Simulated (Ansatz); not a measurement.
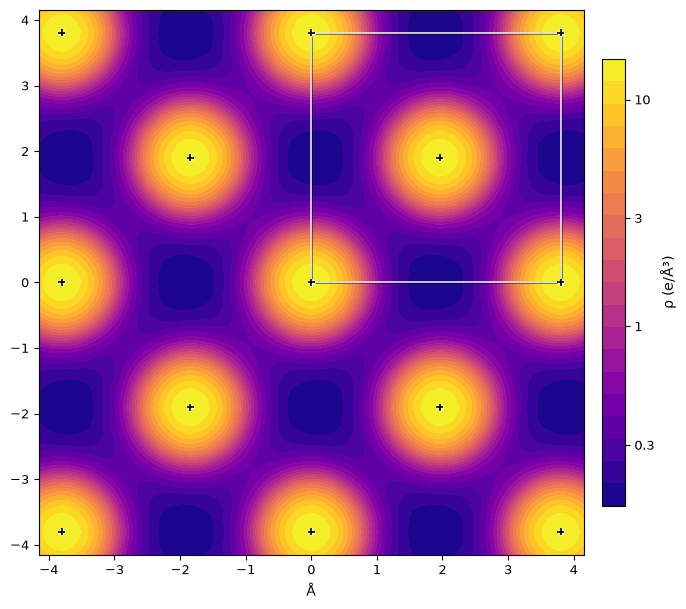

The valence charge density (pseudo) on a plane through atoms (crosses mark nuclei in the plane).

These are results of Ansatz, DFT PBE, scalar-relativistic, plane waves, PAW, not measurements.

Candidates:
A. Rh, a = 3.80 Å, b = 3.80 Å, c = 3.80 Å, α = 90.00°, β = 90.00°, γ = 90.00°. Space group Cmcm; not relaxed (largest force 0.4 eV/Å); computed pressure about 6 GPa in this cell; computed without spin polarisation.
B. VSi$_{2}$, a = 4.57 Å, b = 4.57 Å, c = 6.37 Å, α = 90.00°, β = 90.00°, γ = 120.00°. Space group P6₄22; started from the database_181 prototype, which need not be the ambient phase; computed without spin polarisation.

Which candidate gave the map?

Candidate A: Rh on the (100) plane of the conventional cell, which holds Rh. Rh–Rh (2.65 Å): the density is about 0.4 e/Å³ at the midpoint. Rh–Rh (2.73 Å): ρ at the midpoint is about 0.34 e/Å³.
